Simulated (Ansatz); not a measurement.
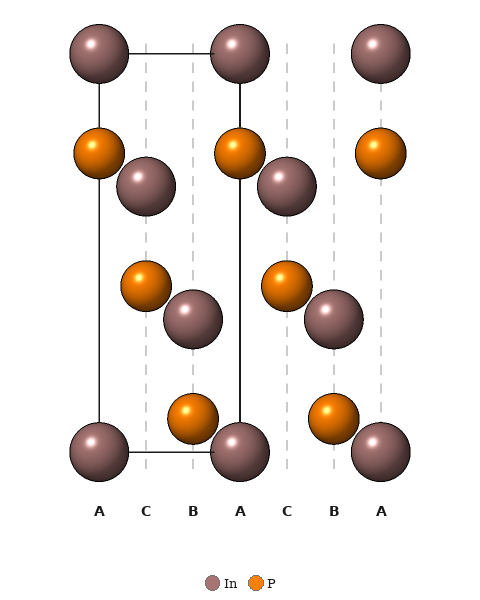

Projection along an edge of the hexagonal mesh, stacking direction [111] upwards. The dashed lines mark the three columns A (0, 0), B (1/3, 2/3) and C (2/3, 1/3). The box is the hexagonal cell of the face-centred cubic lattice. The sequence starts with the first layer at or above the cell's origin.

InP: the end point of a relaxation with DFT PBE, scalar-relativistic, plane waves, PAW (Ansatz 0.2.0).

Give the sequence of layers in one repeat, with element and column.

Answer. In(A) – P(B) – In(B) – P(C) – In(C) – P(A) (six layers in 10.32 Å).

How are the P layers alone stacked?

Answer. P layers alone: BCA, the cubic close-packed type.

Which positions between or in the P layers do the other atoms fill?

Answer. In: three tetrahedral sites, counted in one hexagonal cell.

What short polytype symbol fits?

Answer. Polytype symbol 3C, the symbol of a tetrahedral polytype (number of double layers in the repeat and lattice).
